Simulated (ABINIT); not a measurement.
Run report: Mo, band-structure run (part 3 of 3)

Continued. System: Mo (Im-3m, 1 atom in the cell). Method: Kohn-Sham DFT of a periodic cell, PBE, JTH PAW PBE v2.0, no spin polarisation (ABINIT 10.8.3); cutoff 408.17 eV, 12×12×12 k-mesh, fermi-dirac of 0.05 eV. The structure derives from a Materials Project entry.

Geometry of the input (Å; fractional positions):
```
-1.5838  1.5838  1.5838
1.5838  -1.5838  1.5838
1.5838  1.5838  -1.5838
Mo 0.0000  0.0000  0.0000
```

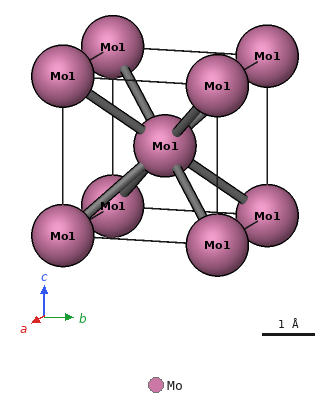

*The structure as given in the input (ball-and-stick view of the cell 2 times as large as that of the calculation, set on its symmetry axes, seen slightly off an axis; atoms are numbered from 1 in the order of the input). An atom can appear more than once, as a periodic image.*

**What the program printed, continued**
```
 Non-SCF case, kpt   26 (  0.17857  0.17857  0.17857), residuals and eigenvalues=
  3.36E-12  1.81E-12  4.25E-12  4.10E-12  3.61E-12  2.03E-12  3.93E-12  2.02E-12
  1.54E-12  2.67E-12  1.02E-12  2.22E-12  3.29E-12  4.72E-12  5.75E-10  8.38E-10
  3.95E-09
 -1.7504E+00 -8.1639E-01 -7.9094E-01 -7.9094E-01  3.8068E-01  3.8068E-01
  4.0092E-01  5.7090E-01  5.7090E-01  7.4701E-01  9.4902E-01  9.9103E-01
  9.9103E-01  1.2485E+00  1.4381E+00  1.5148E+00  1.5148E+00
 Non-SCF case, kpt   27 (  0.21429  0.21429  0.21429), residuals and eigenvalues=
  6.51E-12  1.96E-12  8.09E-12  3.15E-12  3.37E-12  7.88E-12  4.18E-12  9.50E-12
  1.03E-12  1.13E-12  3.48E-12  9.62E-12  1.98E-12  4.60E-10  1.22E-06  1.87E-07
  8.02E-07
 -1.7495E+00 -8.1194E-01 -7.9667E-01 -7.9667E-01  3.8591E-01  3.8591E-01
  4.1514E-01  5.7855E-01  5.7855E-01  8.2577E-01  8.7673E-01  9.5004E-01
  9.5004E-01  1.3383E+00  1.4661E+00  1.4799E+00  1.4799E+00
 Non-SCF case, kpt   28 (  0.25000  0.25000  0.25000), residuals and eigenvalues=
  4.18E-12  1.83E-12  9.11E-12  5.81E-12  1.96E-12  6.73E-12  4.64E-12  4.36E-12
  2.16E-12  4.87E-12  5.36E-12  9.72E-12  4.20E-12  2.36E-07  1.24E-06  1.43E-05
  5.25E-11
 -1.7494E+00 -8.0238E-01 -8.0238E-01 -8.0238E-01  3.9837E-01  3.9837E-01
  3.9837E-01  5.8126E-01  5.8126E-01  8.3982E-01  9.1259E-01  9.1259E-01
  9.1259E-01  1.4435E+00  1.4435E+00  1.4435E+00  1.5339E+00
 Non-SCF case, kpt   29 (  0.28571  0.14286  0.28571), residuals and eigenvalues=
  2.80E-12  6.59E-12  3.41E-12  2.90E-12  3.37E-12  8.55E-12  3.48E-12  9.03E-12
  6.56E-12  4.56E-12  2.33E-12  1.62E-12  4.06E-12  1.45E-09  1.56E-09  2.38E-07
  1.61E-04
 -1.7494E+00 -8.0730E-01 -8.0730E-01 -7.9178E-01  3.6938E-01  4.1067E-01
  4.1067E-01  5.7843E-01  5.7843E-01  8.4574E-01  8.8288E-01  8.8288E-01
  9.9302E-01  1.3697E+00  1.3697E+00  1.5408E+00  1.5413E+00
 Non-SCF case, kpt   30 (  0.32143  0.03571  0.32143), residuals and eigenvalues=
  3.75E-12  6.51E-12  6.92E-12  2.24E-12  1.87E-12  3.49E-12  6.53E-12  8.92E-12
  2.27E-12  5.24E-12  3.24E-12  4.01E-12  1.21E-12  1.09E-10  2.63E-10  1.35E-05
  1.91E-03
 -1.7491E+00 -8.1080E-01 -8.1080E-01 -7.8482E-01  3.5488E-01  4.1255E-01
  4.1255E-01  5.7200E-01  5.7200E-01  8.5527E-01  8.7098E-01  8.7098E-01
  1.0944E+00  1.2946E+00  1.2946E+00  1.5981E+00  1.6018E+00
 Non-SCF case, kpt   31 (  0.35714 -0.07143  0.35714), residuals and eigenvalues=
  4.30E-12  4.42E-12  1.26E-12  5.32E-12  7.32E-12  3.97E-12  6.16E-12  5.51E-12
  6.42E-12  2.13E-12  2.98E-12  5.09E-12  8.24E-12  7.85E-12  3.67E-11  2.90E-05
  3.01E-05
 -1.7483E+00 -8.1265E-01 -8.1265E-01 -7.8461E-01  3.7018E-01  3.9555E-01
  3.9555E-01  5.7122E-01  5.7122E-01  8.6428E-01  8.7587E-01  8.7587E-01
  1.2089E+00  1.2368E+00  1.2368E+00  1.6038E+00  1.6774E+00
 Non-SCF case, kpt   32 (  0.39286 -0.17857  0.39286), residuals and eigenvalues=
  7.56E-12  3.76E-12  1.28E-12  6.05E-12  2.49E-12  1.08E-12  1.03E-12  2.22E-12
  9.85E-13  1.76E-12  4.12E-12  5.80E-12  1.89E-12  2.23E-11  2.75E-11  1.30E-07
  5.56E-07
 -1.7469E+00 -8.1302E-01 -8.1302E-01 -7.9089E-01  3.6371E-01  3.6371E-01
  4.1904E-01  5.8288E-01  5.8288E-01  8.7136E-01  8.7827E-01  8.7827E-01
  1.2086E+00  1.2086E+00  1.3063E+00  1.5454E+00  1.5938E+00
 Non-SCF case, kpt   33 (  0.42857 -0.28571  0.42857), residuals and eigenvalues=
  9.09E-12  4.57E-12  6.92E-12  1.09E-12  2.54E-12  4.51E-12  1.01E-12  9.91E-12
  9.65E-12  9.52E-12  5.89E-12  9.50E-13  1.83E-12  1.72E-12  2.14E-12  2.61E-10
  9.75E-08
 -1.7454E+00 -8.1248E-01 -8.1248E-01 -8.0029E-01  3.3060E-01  3.3060E-01
  4.9618E-01  6.0386E-01  6.0386E-01  8.6191E-01  8.6191E-01  8.6993E-01
  1.2141E+00  1.2141E+00  1.3075E+00  1.4342E+00  1.6460E+00
 Non-SCF case, kpt   34 (  0.46429 -0.39286  0.46429), residuals and eigenvalues=
  5.07E-12  3.59E-12  2.75E-12  1.88E-12  4.50E-12  3.75E-12  1.89E-12  3.77E-12
  1.20E-12  4.28E-12  3.63E-12  2.69E-12  4.91E-12  1.71E-12  4.67E-12  1.52E-10
  1.45E-04
 -1.7441E+00 -8.1173E-01 -8.1173E-01 -8.0830E-01  3.0701E-01  3.0701E-01
  5.8530E-01  6.2613E-01  6.2613E-01  8.3564E-01  8.3564E-01  8.4785E-01
  1.2324E+00  1.2347E+00  1.2347E+00  1.3821E+00  1.7680E+00
 Non-SCF case, kpt   35 (  0.50000 -0.50000  0.50000), residuals and eigenvalues=
  3.64E-12  6.06E-12  4.09E-12  1.55E-12  6.85E-12  6.00E-12  7.61E-12  2.89E-12
  1.29E-12  1.37E-12  4.49E-12  8.58E-12  2.84E-12  1.95E-12  7.12E-12  1.24E-11
  2.65E-07
 -1.7437E+00 -8.1141E-01 -8.1141E-01 -8.1141E-01  2.9858E-01  2.9858E-01
  6.3663E-01  6.3663E-01  6.3663E-01  8.2244E-01  8.2244E-01  8.2244E-01
  1.1980E+00  1.2451E+00  1.2451E+00  1.3656E+00  1.8476E+00

--- !ResultsGS
iteration_state: {dtset: 2, }
comment   : Summary of ground state results
lattice_vectors:
- [ -2.9929652,   2.9929652,   2.9929652, ]
- [  2.9929652,  -2.9929652,   2.9929652, ]
- [  2.9929652,   2.9929652,  -2.9929652, ]
lattice_lengths: [   5.18397,    5.18397,    5.18397, ]
lattice_angles: [109.471, 109.471, 109.471, ] # degrees, (23, 13, 12)
lattice_volume:   1.0724202E+02
convergence: {deltae:  0.000E+00, res2:  0.000E+00, residm:  9.957E-12, diffor:  0.000E+00, }
etotal    :  -6.88456952E+01
entropy   :   0.00000000E+00
fermie    :   4.91740389E-01
cartesian_stress_tensor: null
pressure_GPa: null
xred      :
- [  0.0000E+00,   0.0000E+00,   0.0000E+00, Mo]
cartesian_forces: null
force_length_stats: {min: null, max: null, mean: null, }
...

 Integrated electronic density in atomic spheres:
 ------------------------------------------------
 Atom  Sphere_radius  Integrated_density
    1        2.20740         11.29277547

================================================================================

 ----iterations are completed or convergence reached----

 Mean square residual over all n,k,spin=   41.780E-13; max=  99.570E-13
 reduced coordinates (array xred) for    1 atoms
       0.000000000000      0.000000000000      0.000000000000

 cartesian coordinates (angstrom) at end:
    1      0.00000000000000     0.00000000000000     0.00000000000000
 length scales=  1.000000000000  1.000000000000  1.000000000000 bohr
              =  0.529177210544  0.529177210544  0.529177210544 angstroms
 Eigenvalues (   eV  ) for nkpt=  35  k points:
 kpt#   1, nband= 17, wtk=  1.00000, kpt=  0.0000  0.0000  0.0000 (reduced coord)
 -47.86849  -21.16301  -21.16301  -21.16301    6.24028   12.09768   12.09768   12.09768
  15.05781   15.05781   28.38046   28.38046   28.38046   39.47879   39.47879   43.10386
  43.10386
 kpt#   2, nband= 17, wtk=  1.00000, kpt=  0.0625 -0.0625  0.0625 (reduced coord)
 -47.85017  -21.23688  -21.19649  -21.19649    6.57749   12.07904   12.07904   12.24646
  14.62161   15.21300   28.73319   28.94590   28.94590   36.53294   40.11081   42.55449
  42.55449
 kpt#   3, nband= 17, wtk=  1.00000, kpt=  0.1250 -0.1250  0.1250 (reduced coord)
 -47.79891  -21.42823  -21.29255  -21.29255    7.49995   12.09540   12.09540   12.68422
  13.52790   15.62839   29.58145   30.48108   30.48108   32.65310   40.74983   40.74983
  41.98497
 kpt#   4, nband= 17, wtk=  1.00000, kpt=  0.1875 -0.1875  0.1875 (reduced coord)
 -47.72484  -21.66522  -21.43822  -21.43822    8.72296   12.16869   12.29883   12.29883
  13.38308   16.16340   29.76863   30.58967   32.26408   32.26408   38.58329   38.58329
  44.76226
 kpt#   5, nband= 17, wtk=  1.00000, kpt=  0.2500 -0.2500  0.2500 (reduced coord)
 -47.64167  -21.87390  -21.61270  -21.61270    9.69906   10.83549   12.82095   12.82095
  14.28921   16.77454   28.58175   31.58016   31.83399   31.83399   38.98436   38.98436
  42.66181
 kpt#   6, nband= 17, wtk=  1.00000, kpt=  0.3125 -0.3125  0.3125 (reduced coord)
 -47.56330  -22.00991  -21.78968  -21.78968    9.69447    9.79081   13.72742   13.72742
  15.30979   17.86281   29.14289   29.14289   29.19628   32.47759   40.63050   41.08784
  42.12145
 kpt#   7, nband= 17, wtk=  1.00000, kpt=  0.3750 -0.3750  0.3750 (reduced coord)
 -47.50080  -22.06962  -21.94139  -21.94139    8.83494    9.12328   15.00261   15.00261
  16.29698   19.61032   26.17649   26.17649   30.92950   33.21382   37.22826   38.85997
  45.85969
 kpt#   8, nband= 17, wtk=  1.00000, kpt=  0.4375 -0.4375  0.4375 (reduced coord)
 -47.46110  -22.08099  -22.04351  -22.04351    8.30406    8.40981   16.46789   16.46789
  17.04170   21.47176   23.61244   23.61244   32.65374   33.70617   34.30089   37.61496
  49.04130
 kpt#   9, nband= 17, wtk=  1.00000, kpt=  0.5000 -0.5000  0.5000 (reduced coord)
 -47.44758  -22.07951  -22.07951  -22.07951    8.12480    8.12480   17.32372   17.32372
  17.32372   22.37968   22.37968   22.37968   32.59835   33.87955   33.87955   37.16005
  50.27711
 kpt#  10, nband= 17, wtk=  1.00000, kpt=  0.4167 -0.4167  0.5000 (reduced coord)
 -47.45937  -22.10791  -22.04772  -22.02172    8.30471    8.36090   16.30056   16.49614
  17.37067   22.26536   22.76662   23.43153   33.14593   33.57979   33.95280   37.56525
  48.67323
 kpt#  11, nband= 17, wtk=  1.00000, kpt=  0.3333 -0.3333  0.5000 (reduced coord)
 -47.49151  -22.18483  -21.96005  -21.86191    8.76240    9.05452   14.44097   14.90502
  17.50093   21.81209   23.40399   25.37120   32.29194   33.07765   36.27681   38.63671
  45.67577
 kpt#  12, nband= 17, wtk=  1.00000, kpt=  0.2500 -0.2500  0.5000 (reduced coord)
 -47.53513  -22.28836  -21.83822  -21.63871    9.15383   10.16430   12.67389   13.73444
  17.68399   20.81564   23.94822   27.28793   30.52563   33.06503   39.49716   39.72183
  43.27932
 kpt#  13, nband= 17, wtk=  1.00000, kpt=  0.1667 -0.1667  0.5000 (reduced coord)
 -47.57844  -22.39014  -21.71388  -21.40942    8.95176   11.28695   11.62783   13.77148
  17.87356   19.26242   24.37837   28.31669   28.94647   33.83009   39.75963   40.95232
  43.16745
 kpt#  14, nband= 17, wtk=  1.00000, kpt=  0.0833 -0.0833  0.5000 (reduced coord)
 -47.60993  -22.46359  -21.62119  -21.23739    8.44032   10.40975   13.36157   14.59850
  17.37485   18.01690   24.67670   26.31785   30.18460   35.07629   39.04009   40.32271
  44.19917
 kpt#  15, nband= 17, wtk=  1.00000, kpt=  0.0000  0.0000  0.5000 (reduced coord)
 -47.62142  -22.49026  -21.58691  -21.17350    8.21097   10.11001   14.97080   15.07953
  15.69642   18.07023   24.80989   25.43586   30.67807   35.81015   38.64028   40.08157
  44.33357
 kpt#  16, nband= 17, wtk=  1.00000, kpt=  0.0000  0.0000  0.4167 (reduced coord)
 -47.63832  -22.40652  -21.55940  -21.17275    8.31432   10.21935   14.08259   15.14313
  15.60741   17.43212   25.67320   25.85553   31.68207   36.45648   37.43252   39.69358
  40.60126
 kpt#  17, nband= 17, wtk=  1.00000, kpt=  0.0000  0.0000  0.3333 (reduced coord)
 -47.68421  -22.17439  -21.48361  -21.17075    8.47910   10.53146   12.69837   14.85453
  15.40783   16.00054   26.96521   27.60953   34.18435   34.97587   37.55873   38.11816
  38.74570
 kpt#  18, nband= 17, wtk=  1.00000, kpt=  0.0000  0.0000  0.2500 (reduced coord)
 -47.74631  -21.84871  -21.37859  -21.16809    8.20076   10.99451   11.88594   14.46264
  14.54111   15.21777   28.27884   29.47611   32.43827   35.61416   37.33506   37.38161
  40.72867
 kpt#  19, nband= 17, wtk=  1.00000, kpt=  0.0000  0.0000  0.1667 (reduced coord)
 -47.80771  -21.51204  -21.27175  -21.16551    7.32997   11.51067   11.91997   13.19539
  14.50293   15.10459   28.86774   29.87787   30.31111   35.61454   37.39491   40.53363
  42.46938
 kpt#  20, nband= 17, wtk=  1.00000, kpt=  0.0000  0.0000  0.0833 (reduced coord)
 -47.85227  -21.25784  -21.19234  -21.16368    6.53878   11.93206   12.06656   12.37857
  14.82776   15.06404   28.59124   28.88587   28.93212   37.57834   38.77022   42.57834
  42.83002
 kpt#  21, nband= 17, wtk=  1.00000, kpt=  0.0000  0.0000  0.0000 (reduced coord)
 -47.86849  -21.16301  -21.16301  -21.16301    6.24028   12.09768   12.09768   12.09768
  15.05781   15.05781   28.38046   28.38046   28.38046   39.47879   39.47879   43.10386
  43.10386
 kpt#  22, nband= 17, wtk=  1.00000, kpt=  0.0357  0.0357  0.0357 (reduced coord)
 -47.85070  -21.27638  -21.17479  -21.17479    6.56814   11.95760   11.95760   12.46638
  14.94126   14.94126   28.60510   28.95006   28.95006   38.13817   38.13817   41.33341
  44.81922
 kpt#  23, nband= 17, wtk=  1.00000, kpt=  0.0714  0.0714  0.0714 (reduced coord)
 -47.80263  -21.56309  -21.21256  -21.21256    7.44763   11.52997   11.52997   13.58402
  14.82995   14.82995   29.27861   29.83034   29.83034   37.23884   37.23884   37.63758
  44.14502
 kpt#  24, nband= 17, wtk=  1.00000, kpt=  0.1071  0.1071  0.1071 (reduced coord)
 -47.73850  -21.89637  -21.28180  -21.28180    8.63877   10.96024   10.96024   14.95277
  14.95277   15.42498   29.44564   29.44564   30.39977   33.36161   38.94285   38.94285
  41.47008
 kpt#  25, nband= 17, wtk=  1.00000, kpt=  0.1429  0.1429  0.1429 (reduced coord)
 -47.67623  -22.14298  -21.38622  -21.38622    9.88766   10.51667   10.51667   15.23673
  15.23673   17.80285   28.21861   28.21861   29.21960   31.96627   39.72099   41.79778
  41.79782
 kpt#  26, nband= 17, wtk=  1.00000, kpt=  0.1786  0.1786  0.1786 (reduced coord)
 -47.63065  -22.21503  -21.52259  -21.52259   10.35895   10.35895   10.90972   15.53495
  15.53495   20.32715   25.82402   26.96735   26.96735   33.97392   39.13341   41.22081
  41.22082
 kpt#  27, nband= 17, wtk=  1.00000, kpt=  0.2143  0.2143  0.2143 (reduced coord)
 -47.60767  -22.09401  -21.67842  -21.67842   10.50106   10.50106   11.29656   15.74324
  15.74324   22.47044   23.85702   25.85182   25.85182   36.41569   39.89347   40.27091
  40.27093
 kpt#  28, nband= 17, wtk=  1.00000, kpt=  0.2500  0.2500  0.2500 (reduced coord)
 -47.60251  -21.83391  -21.83391  -21.83391   10.84026   10.84026   10.84026   15.81697
  15.81697   22.85264   24.83288   24.83288   24.83288   39.27933   39.27937   39.27942
  41.73856
 kpt#  29, nband= 17, wtk=  1.00000, kpt=  0.2857  0.1429  0.2857 (reduced coord)
 -47.60299  -21.96762  -21.96762  -21.54537   10.05146   11.17481   11.17481   15.73985
  15.73985   23.01380   24.02441   24.02441   27.02152   37.27033   37.27033   41.92726
  41.94120
 kpt#  30, nband= 17, wtk=  1.00000, kpt=  0.3214  0.0357  0.3214 (reduced coord)
 -47.59598  -22.06298  -22.06298  -21.35604    9.65688   11.22613   11.22613   15.56504
  15.56504   23.27303   23.70057   23.70057   29.78144   35.22652   35.22652   43.48603
  43.58591
 kpt#  31, nband= 17, wtk=  1.00000, kpt=  0.3571 -0.0714  0.3571 (reduced coord)
 -47.57355  -22.11324  -22.11324  -21.35025   10.07324   10.76341   10.76341   15.54359
  15.54359   23.51831   23.83351   23.83351   32.89631   33.65438   33.65438   43.64086
  45.64366
 kpt#  32, nband= 17, wtk=  1.00000, kpt=  0.3929 -0.1786  0.3929 (reduced coord)
 -47.53654  -22.12345  -22.12345  -21.52112    9.89714    9.89714   11.40273   15.86093
  15.86093   23.71086   23.89908   23.89908   32.88692   32.88692   35.54599   42.05141
  43.36993
 kpt#  33, nband= 17, wtk=  1.00000, kpt=  0.4286 -0.2857  0.4286 (reduced coord)
 -47.49422  -22.10861  -22.10861  -21.77690    8.99608    8.99608   13.50178   16.43196
  16.43196   23.45382   23.45382   23.67191   33.03690   33.03690   35.57854   39.02684
  44.79065
 kpt#  34, nband= 17, wtk=  1.00000, kpt=  0.4643 -0.3929  0.4643 (reduced coord)
 -47.46045  -22.08841  -22.08841  -21.99500    8.35420    8.35420   15.92692   17.03797
  17.03797   22.73886   22.73886   23.07108   33.53411   33.59698   33.59698   37.60923
  48.11009
 kpt#  35, nband= 17, wtk=  1.00000, kpt=  0.5000 -0.5000  0.5000 (reduced coord)
 -47.44758  -22.07951  -22.07951  -22.07951    8.12480    8.12480   17.32372   17.32372
  17.32372   22.37968   22.37968   22.37968   32.59835   33.87955   33.87955   37.16005
  50.27711

== END DATASET(S) ==============================================================
================================================================================

 -outvars: echo values of variables after computation  --------
            acell      1.0000000000E+00  1.0000000000E+00  1.0000000000E+00 Bohr
           etotal1    -6.8845695196E+01
            fcart1    -0.0000000000E+00 -0.0000000000E+00 -0.0000000000E+00
            rprim     -2.9929651906E+00  2.9929651906E+00  2.9929651906E+00
                       2.9929651906E+00 -2.9929651906E+00  2.9929651906E+00
                       2.9929651906E+00  2.9929651906E+00 -2.9929651906E+00
           strten1     5.6754995236E-05  5.6754995236E-05  5.6754995236E-05
                       0.0000000000E+00  0.0000000000E+00  0.0000000000E+00
 Calculation completed.
```
